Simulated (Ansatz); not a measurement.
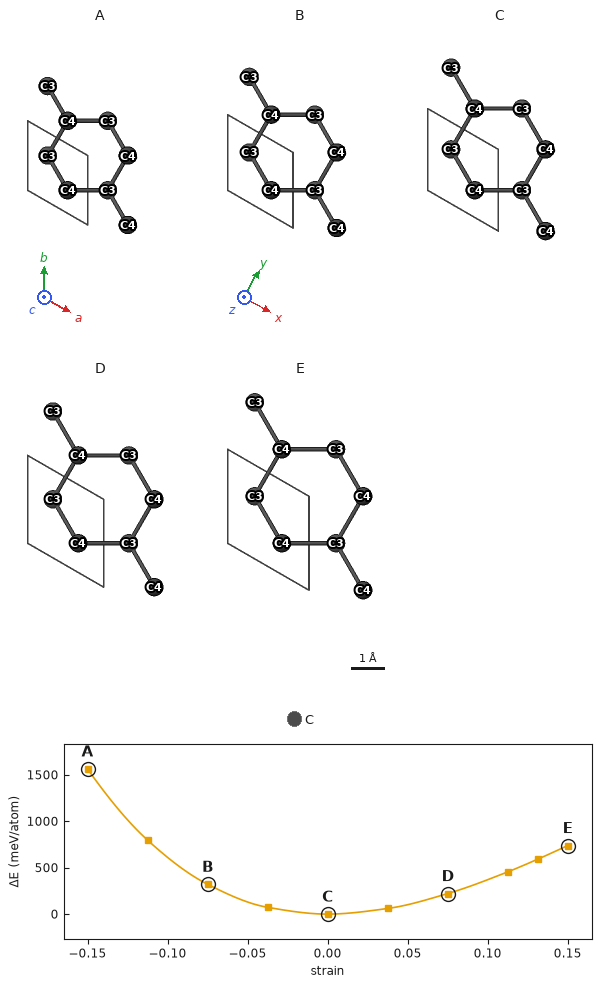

A crystal of C (P6_3/mmc): the cell is strained equally along x and y, with the atoms kept at their fractional coordinates. x, y and z are the Cartesian axes of the input. The lettered frames are marked on the plot. A ball-and-stick model of the cell of the calculation, repeated 2 × 2 × 2 with one cell outlined, seen along the c axis.

Theory: Ansatz, DFT r2SCAN, scalar-relativistic, plane waves, PAW. Set-up: plane-wave cutoff 500 eV; k-point mesh 12 × 12 × 6; occupations gaussian; smearing width 0.05 eV; no spin polarisation. Energies (free energies at the smearing named) are counted from the relaxed crystal.

What does the scan show?

Answer. Of the computed points the lowest is at the strain 0.00, 0 meV/atom. The distortion keeps the space group P6_3/mmc. At the strain −0.15 the cell of the drawing goes a 2.503 → 2.128 Å, b 2.503 → 2.128 Å.
